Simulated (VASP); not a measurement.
# LiF (Griceite): cell size against the level of theory, part 2 of 3

Aim: relax LiF (Griceite) at several levels and hold each cell against experiment. LASPH is on for some levels and off for others; the table marks which. The start is a cell from a database of measured crystal structures.

VASP 6.6.1, plane waves and PAW; the level of theory is named at each step.

So far. Step 2 (Relaxation with LDA): It ends with forces that vanish by symmetry and a pressure of 0.01 GPa. The volume lies -8.6 % from that of the database's start, which holds the thermal and zero-point expansion of its experiment. LDA is known to overbind. The conventional cell has a = 3.908 Å.

**3. Relaxation with PBE**

This step: PBE; plane waves and PAW (Li_sv, F) (VASP 6.6.1).

PBE, the usual starting point, adds the gradient of the density.

Input file INCAR:

```
SYSTEM = LiF
PREC = Accurate
ENCUT = 700
EDIFF = 1E-06
NELM = 100
ISMEAR = -1
SIGMA = 0.05
LREAL = .FALSE.
ALGO = Normal
GGA = PE
NBANDS = 11
LORBIT = 11
LWAVE = .FALSE.
LCHARG = .FALSE.
KPAR = 2
IBRION = 2
NSW = 60
ISIF = 3
EDIFFG = -0.01
```

Input file POSCAR:

```
LiF
1.0
    0.0000000000      2.0140000000      2.0140000000
    2.0140000000      0.0000000000      2.0140000000
    2.0140000000      2.0140000000      0.0000000000
Li F
1 1
Direct
    0.0000000000      0.0000000000      0.0000000000
    0.5000000000      0.5000000000      0.5000000000
```

Input file KPOINTS:

```
Automatic mesh
0
Gamma
11 11 11
0 0 0
```

The projector-augmented-wave data sets are Li_sv and F (PBE family, release 64).

The run is started by

```console
$ mpirun -np 2 vasp_std
```

The program printed:

```text
[banner, memory and clock lines left out]
running    2 mpi-ranks, on    1 nodes
 distrk:  each k-point on    1 cores,    2 groups
 distr:  one band on    1 cores,    1 groups

 POSCAR found type information on POSCAR LiF
 POSCAR found :  2 types and       2 ions
 LDA part: xc-table for (Slater+PW92), standard interpolation
 POSCAR, INCAR and KPOINTS ok, starting setup
 FFT: planning ... GRIDC
 FFT: planning ... GRID_SOFT
 FFT: planning ... GRID
 WAVECAR not read
 entering main loop
       N       E                     dE             d eps       ncg     rms          rms(c)
DAV:   1     0.428253492095E+02    0.42825E+02   -0.65920E+03  1240   0.115E+03
DAV:   2    -0.853117325630E+01   -0.51357E+02   -0.50102E+02  1439   0.224E+02
DAV:   3    -0.101340255292E+02   -0.16029E+01   -0.15979E+01  1589   0.350E+01
DAV:   4    -0.101506834870E+02   -0.16658E-01   -0.16656E-01  1581   0.391E+00
DAV:   5    -0.101508492075E+02   -0.16572E-03   -0.16572E-03  1611   0.249E-01    0.453E+00
DAV:   6    -0.963307804559E+01    0.51777E+00   -0.25745E+00  1391   0.107E+01    0.141E+00
DAV:   7    -0.963662831652E+01   -0.35503E-02   -0.20132E-02  1669   0.135E+00    0.871E-01
DAV:   8    -0.964267023861E+01   -0.60419E-02   -0.15940E-02  1603   0.148E+00    0.116E-01
DAV:   9    -0.964269337805E+01   -0.23139E-04   -0.98595E-04  1488   0.311E-01    0.454E-02
DAV:  10    -0.964279370259E+01   -0.10032E-03   -0.14812E-04  1423   0.105E-01    0.157E-02
DAV:  11    -0.964279262705E+01    0.10755E-05   -0.65853E-06  1678   0.264E-02    0.211E-03
DAV:  12    -0.964279278151E+01   -0.15446E-06   -0.45707E-07  1408   0.662E-03
   1 F= -.96427928E+01 E0= -.96427928E+01  d E =-.964279E+01
 curvature:   0.00 expect dE= 0.000E+00 dE for cont linesearch  0.000E+00
 trial: gam= 0.00000 g(F)=  0.261E-58 g(S)=  0.106E-02 ort = 0.000E+00 (trialstep = 0.100E+01)
 search vector abs. value=  0.106E-02
 bond charge predicted
       N       E                     dE             d eps       ncg     rms          rms(c)
DAV:   1    -0.965049414772E+01   -0.77015E-02   -0.12954E-01  1304   0.315E+00    0.683E-01
DAV:   2    -0.964379305570E+01    0.67011E-02   -0.35454E-02  1379   0.132E+00    0.129E-01
DAV:   3    -0.964365834974E+01    0.13471E-03   -0.23211E-04  1573   0.157E-01    0.723E-02
DAV:   4    -0.964358804162E+01    0.70308E-04   -0.74216E-05  1864   0.758E-02    0.497E-03
DAV:   5    -0.964358776193E+01    0.27969E-06   -0.29786E-06  1379   0.168E-02
   2 F= -.96435878E+01 E0= -.96435878E+01  d E =-.794980E-03
 trial-energy change:   -0.000795  1 .order   -0.000792   -0.001062   -0.000521
 step:   1.9643(harm=  1.9643)  dis= 0.00000  next Energy=    -9.643836 (dE=-0.104E-02)
 bond charge predicted
       N       E                     dE             d eps       ncg     rms          rms(c)
DAV:   1    -0.965022112055E+01   -0.66331E-02   -0.11989E-01  1271   0.303E+00    0.658E-01
DAV:   2    -0.964400058221E+01    0.62205E-02   -0.33178E-02  1358   0.128E+00    0.124E-01
DAV:   3    -0.964387563117E+01    0.12495E-03   -0.21549E-04  1534   0.151E-01    0.698E-02
DAV:   4    -0.964381024194E+01    0.65389E-04   -0.69244E-05  1852   0.730E-02    0.478E-03
DAV:   5    -0.964380993375E+01    0.30819E-06   -0.25111E-06  1374   0.157E-02
   3 F= -.96438099E+01 E0= -.96438099E+01  d E =-.101715E-02
 curvature:  -0.98 expect dE=-0.708E-06 dE for cont linesearch -0.708E-06
 trial: gam= 0.00000 g(F)=  0.147E-60 g(S)=  0.721E-06 ort =-0.277E-04 (trialstep = 0.119E+01)
 search vector abs. value=  0.721E-06
 reached required accuracy - stopping structural energy minimisation
```

Wall time 8.4 s (2 MPI ranks of Intel Xeon 6975P-C (Granite Rapids), shared host); peak memory 0.28 GiB; 16 s of CPU time.

Parts of OUTCAR (step 3):

```text
The static configuration has the point symmetry O_h .

 Found     56 irreducible k-points:

   NELECT =      10.0000    total number of electrons

 E-fermi :  -0.0413

 k-point     1 :       0.0000    0.0000    0.0000
  band No.  band energies     occupation
      1     -42.0765      2.00000
      2     -21.0564      2.00000
      3      -1.1304      2.00000
      4      -1.1304      2.00000
      5      -1.1304      2.00000
      6       7.7993      0.00000
      7      22.6147      0.00000
      8      22.6147      0.00000
      9      22.6148      0.00000
     10      23.0299      0.00000
    ...

 k-point     2 :       0.0909    0.0000    0.0000
  band No.  band energies     occupation
      1     -42.0722      2.00000
      2     -21.0248      2.00000
      3      -1.3663      2.00000
      4      -1.1488      2.00000
      5      -1.1488      2.00000
      6       8.0452      0.00000
      7      20.2488      0.00000
      8      21.5284      0.00000
      9      21.5285      0.00000
     10      23.9434      0.00000
    ...

  Total       -0.0031558     -0.0031558     -0.0031558      0.0000000      0.0000000      0.0000000
  in kB       -0.3041978     -0.3041978     -0.3041978      0.0000000      0.0000000      0.0000000
  external PRESSURE =      -0.3041978 kB  Pullay stress =       0.0000000 kB

  energy-cutoff  :      700.00
  volume of cell :       16.62
      direct lattice vectors                 reciprocal lattice vectors
     0.000000000  2.025559033  2.025559033    -0.246845435  0.246845435  0.246845435
     2.025559033  0.000000000  2.025559033     0.246845435 -0.246845435  0.246845435
     2.025559033  2.025559033  0.000000000     0.246845435  0.246845435 -0.246845435

 POSITION                                       TOTAL-FORCE (eV/Angst)
 -----------------------------------------------------------------------------------
      0.00000      0.00000      0.00000        -0.000000      0.000000      0.000000
      2.02556      2.02556      2.02556         0.000000     -0.000000     -0.000000
 -----------------------------------------------------------------------------------
    total drift:                                0.000000      0.000000      0.000000

  FREE ENERGIE OF THE ION-ELECTRON SYSTEM (eV)
  ---------------------------------------------------
  free  energy   TOTEN  =        -9.6438099338 eV

  energy  without entropy=       -9.6438099337  energy(sigma->0) =       -9.64380993

 total charge
# of ion       s       p       d       tot
------------------------------------------
    1        2.016   0.046   0.000   2.062
    2        1.724   4.411   0.000   6.135
--------------------------------------------------
tot          3.740   4.457   0.000   8.197

[... 8 parts as in an earlier step ...]

[... 5 further parts left out ...]
```

CONTCAR:

```
LiF
   1.00000000000000
     0.0000000000000000    2.0255590326545985    2.0255590326545985
     2.0255590326545985    0.0000000000000000    2.0255590326545985
     2.0255590326545985    2.0255590326545985    0.0000000000000000
  Li              F
     1     1
Direct
     0.0000000000000000    0.0000000000000000    0.0000000000000000
     0.5000000000000000    0.5000000000000000    0.5000000000000000
```

Step by step:

| step | energy less that of the first step (eV) | largest force (eV/Å) | pressure (GPa) | volume (Å³) |
| --- | --- | --- | --- | --- |
| 1 | 0.0000 | 0.0000 | 1.19 | 16.34 |
| 2 | -0.0008 | 0.0000 | 0.58 | 16.48 |
| 3 | -0.0010 | 0.0000 | -0.03 | 16.62 |

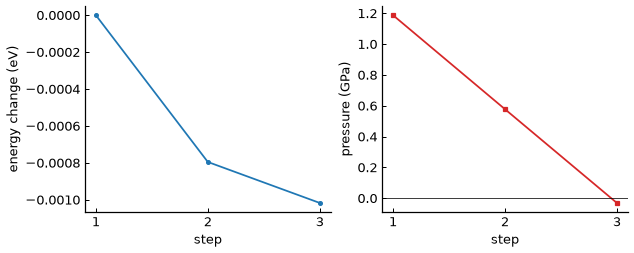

Energy and pressure along the relaxation.

```csv
"conventional cell, symmetrised",before,after,change
a (Å),4.028,4.051,+0.6 %
b (Å),4.028,4.051,+0.6 %
c (Å),4.028,4.051,+0.6 %
volume (Å³/atom),8.17,8.31,+1.7 %
```

Final coordinates:

```xyz
2
Lattice="0.0000 2.0256 2.0256 2.0256 0.0000 2.0256 2.0256 2.0256 0.0000" Properties=species:S:1:pos:R:3 pbc="T T T"
Li    0.0000    0.0000    0.0000
F     2.0256    2.0256    2.0256
```

This step gave:

```yaml
free_energy_toten: -9.644 eV
fermi_energy: -0.0413 eV
pressure: -0.03042 GPa
valence_top_at_k: 0, 0, 0
scf_cycles_over_all_ionic_steps: 22
gap_on_the_k_mesh: 8.930 eV
least_direct_gap_on_the_k_mesh: 8.930 eV
```

It ends at 8.311 Å³/atom, +1.7 % from the start, with -0.03 GPa left. The conventional cell has a = 4.051 Å.

**4. Relaxation with r2SCAN**

This step: r2SCAN; plane waves and PAW (Li_sv, F) (VASP 6.6.1).

r2SCAN adds the kinetic-energy density, costs more than a GGA and is run with LASPH.

INCAR, as its differences from that of step 3:

```diff
@@ -9,3 +9,4 @@
 ALGO = Normal
-GGA = PE
+METAGGA = R2SCAN
+LASPH = .TRUE.
 NBANDS = 11
```

POSCAR is that of step 3.

KPOINTS is that of step 3.

The run is started by

```console
$ mpirun -np 2 vasp_std
```

The program printed:

```text
[banner, memory and clock lines left out]
running    2 mpi-ranks, on    1 nodes
[...]
[... a notice as in an earlier step ...]

 LDA part: xc-table for (None), standard interpolation
 POSCAR, INCAR and KPOINTS ok, starting setup
[...]
entering main loop
       N       E                     dE             d eps       ncg     rms          rms(c)
DAV:   1     0.400437876332E+02    0.40044E+02   -0.67362E+03  1240   0.118E+03
DAV:   2    -0.132812154821E+02   -0.53325E+02   -0.52007E+02  1442   0.233E+02
DAV:   3    -0.149596244453E+02   -0.16784E+01   -0.16731E+01  1628   0.368E+01
DAV:   4    -0.149776175420E+02   -0.17993E-01   -0.17991E-01  1612   0.416E+00
[...]
DAV:  11    -0.119059356987E+02    0.58552E-04   -0.14414E-04  1535   0.124E-01    0.733E-02
DAV:  12    -0.119058469751E+02    0.88724E-04   -0.61428E-04  1436   0.177E-01    0.392E-03
DAV:  13    -0.119058466530E+02    0.32213E-06   -0.55790E-06  1461   0.268E-02
   1 F= -.11905847E+02 E0= -.11905847E+02  d E =-.119058E+02
[... from here on, the cycles between the ionic steps are left out ...]
   2 F= -.11910609E+02 E0= -.11910609E+02  d E =-.476212E-02
   3 F= -.11911656E+02 E0= -.11911656E+02  d E =-.580898E-02
   4 F= -.11910788E+02 E0= -.11910788E+02  d E =-.494183E-02
   5 F= -.11911813E+02 E0= -.11911813E+02  d E =-.596628E-02
[...]
reached required accuracy - stopping structural energy minimisation
```

It took 59 s on 2 MPI ranks; peak memory 0.31 GiB; 1.9 min of CPU time.

OUTCAR, selected parts (step 4):

```text
  Total       -0.0010076     -0.0010076     -0.0010076     -0.0000000      0.0000000     -0.0000000
  in kB       -0.1027523     -0.1027523     -0.1027523     -0.0000000      0.0000000     -0.0000000
  external PRESSURE =      -0.1027523 kB  Pullay stress =       0.0000000 kB

 POSITION                                       TOTAL-FORCE (eV/Angst)
 -----------------------------------------------------------------------------------
      0.00000      0.00000      0.00000        -0.000000      0.000000      0.000000
      1.98789      1.98789      1.98789         0.000000     -0.000000     -0.000000
 -----------------------------------------------------------------------------------
    total drift:                                0.000000      0.000000      0.000000

  FREE ENERGIE OF THE ION-ELECTRON SYSTEM (eV)
  ---------------------------------------------------
  free  energy   TOTEN  =       -11.9118129305 eV

  energy  without entropy=      -11.9118129305  energy(sigma->0) =      -11.91181293

[... 2 parts as in an earlier step ...]

[... 2 further parts left out ...]
[key lines of the parts left out:]
E-fermi :  -0.1087
```

The PAW data sets were made with PBE, which is usual practice but a small mismatch for other functionals.

The steps of the relaxation:

```
step  energy less that of the first step (eV)  largest force (eV/Å)  pressure (GPa)  volume (Å³)
   1                                   0.0000                0.0000           -2.92        16.34
   2                                  -0.0048                0.0000           -1.29        15.99
   3                                  -0.0058                0.0000           -0.46        15.81
   4                                  -0.0049                0.0000            1.32        15.44
   5                                  -0.0060                0.0000           -0.01        15.71
```

```csv
"conventional cell, symmetrised",before,after,change
a (Å),4.028,3.976,-1.3 %
b (Å),4.028,3.976,-1.3 %
c (Å),4.028,3.976,-1.3 %
volume (Å³/atom),8.17,7.86,-3.8 %
```

Final coordinates:

```
Li F
1.0
     0.00000    1.98789    1.98789
     1.98789    0.00000    1.98789
     1.98789    1.98789    0.00000
Li F
1 1
Cartesian
  0.0000 0.0000 0.0000
  1.9879 1.9879 1.9879
```

It ends at 7.856 Å³/atom, -3.8 % from the start, with -0.01 GPa left. The conventional cell has a = 3.976 Å.

**5. Relaxation with PBE + D3(BJ)**

This step: PBE with D3(BJ); plane waves and PAW (Li_sv, F) (VASP 6.6.1).

A dispersion term adds the long-range attraction that semilocal functionals lack. D3 with Becke-Johnson damping keeps a finite attraction at short range.

INCAR, as its differences from that of step 4:

```diff
@@ -9,4 +9,4 @@
 ALGO = Normal
-METAGGA = R2SCAN
-LASPH = .TRUE.
+GGA = PE
+IVDW = 12
 NBANDS = 11
```

POSCAR is that of step 4.

KPOINTS is that of step 4.

The run is started by

```console
$ mpirun -np 2 vasp_std
```

The program printed:

```text
[... set-up lines as in an earlier step ...]
 entering main loop
       N       E                     dE             d eps       ncg     rms          rms(c)
[... 12 cycles as in an earlier step ...]
   1 F= -.99995577E+01 E0= -.99995577E+01  d E =-.999956E+01
[...]
N       E                     dE             d eps       ncg     rms          rms(c)
DAV:   1    -0.966814244986E+01   -0.25350E-01   -0.54150E-01  1289   0.649E+00    0.140E+00
DAV:   2    -0.964022083185E+01    0.27922E-01   -0.14558E-01  1379   0.270E+00    0.267E-01
DAV:   3    -0.963963228897E+01    0.58854E-03   -0.10186E-03  1557   0.329E-01    0.150E-01
DAV:   4    -0.963932768500E+01    0.30460E-03   -0.30629E-04  1837   0.156E-01    0.103E-02
DAV:   5    -0.963932863170E+01   -0.94670E-06   -0.13173E-05  1378   0.357E-02    0.338E-03
DAV:   6    -0.963932864860E+01   -0.16893E-07   -0.85508E-07  1337   0.811E-03
   2 F= -.10002732E+02 E0= -.10002732E+02  d E =-.317468E-02
 trial-energy change:   -0.003175  1 .order   -0.003177   -0.004394   -0.001960
 step:   1.8054(harm=  1.8054)  dis= 0.00000  next Energy=   -10.003524 (dE=-0.397E-02)
[...]
N       E                     dE             d eps       ncg     rms          rms(c)
DAV:   1    -0.965338552296E+01   -0.14057E-01   -0.35288E-01  1262   0.525E+00    0.112E+00
DAV:   2    -0.963523880153E+01    0.18147E-01   -0.93302E-02  1361   0.217E+00    0.217E-01
DAV:   3    -0.963485345602E+01    0.38535E-03   -0.65621E-04  1498   0.265E-01    0.120E-01
DAV:   4    -0.963465476126E+01    0.19869E-03   -0.19813E-04  1817   0.126E-01    0.816E-03
DAV:   5    -0.963465547047E+01   -0.70921E-06   -0.83331E-06  1398   0.289E-02
   3 F= -.10003530E+02 E0= -.10003530E+02  d E =-.397246E-02
[...]
reached required accuracy - stopping structural energy minimisation
```

It took 9 s on 2 MPI ranks; peak memory 0.31 GiB.

OUTCAR, selected parts (step 5):

```text
 Edisp (eV)   -0.36340

 Edisp (eV)   -0.36887

  Total      -0.00271    -0.00271    -0.00271     0.00000     0.00000     0.00000
  in kB      -0.27449    -0.27449    -0.27449     0.00000     0.00000     0.00000
  external pressure =       -0.27 kB  Pullay stress =        0.00 kB

 POSITION                                       TOTAL-FORCE (eV/Angst)
 -----------------------------------------------------------------------------------
      0.00000      0.00000      0.00000         0.000000     -0.000000     -0.000000
      1.99239      1.99239      1.99239        -0.000000      0.000000      0.000000
 -----------------------------------------------------------------------------------
    total drift:                                0.000000      0.000000      0.000000

  FREE ENERGIE OF THE ION-ELECTRON SYSTEM (eV)
  ---------------------------------------------------
  free  energy   TOTEN  =       -10.0035301494 eV

  energy  without entropy=      -10.0035301494  energy(sigma->0) =      -10.00353015

[... 2 parts as in an earlier step ...]

[... 2 further parts left out ...]
[key lines of the parts left out:]
E-fermi :   0.3111
```

The steps of the relaxation:

```csv
step,energy less that of the first step (eV),largest force (eV/Å),pressure (GPa),volume (Å³)
1,0.0000,0.0000,-2.42,16.34
2,-0.0032,0.0000,-1.10,16.05
3,-0.0040,0.0000,-0.03,15.82
```

```
conventional cell, symmetrised  before  after  change
                         a (Å)   4.028  3.985  -1.1 %
                         b (Å)   4.028  3.985  -1.1 %
                         c (Å)   4.028  3.985  -1.1 %
              volume (Å³/atom)    8.17   7.91  -3.2 %
```

Final coordinates:

```
Li F
1.0
     0.00000    1.99239    1.99239
     1.99239    0.00000    1.99239
     1.99239    1.99239    0.00000
Li F
1 1
Cartesian
  0.0000 0.0000 0.0000
  1.9924 1.9924 1.9924
```

It ends at 7.909 Å³/atom, -3.2 % from the start, with -0.03 GPa left. The conventional cell has a = 3.985 Å. Against plain PBE, the dispersion term moves a by -1.6 %.

(Continued in part 3 of 3.)

[Lines on the potential files, build, host, timing and source positions are cut from VASP's logs without a mark.]

[Logs are printed without paths, hosts, clocks, repeated set-up lines and the standing remarks that a program may print on its own settings, such as how far it seeks lower states.]

[Hosts, paths, dates, database ids (printed as entryN), source tags and the programs' standing remarks are cut or masked in the printed files.]

[A measured line is paired with the nearest computed mode of its activity, which favours agreement.]
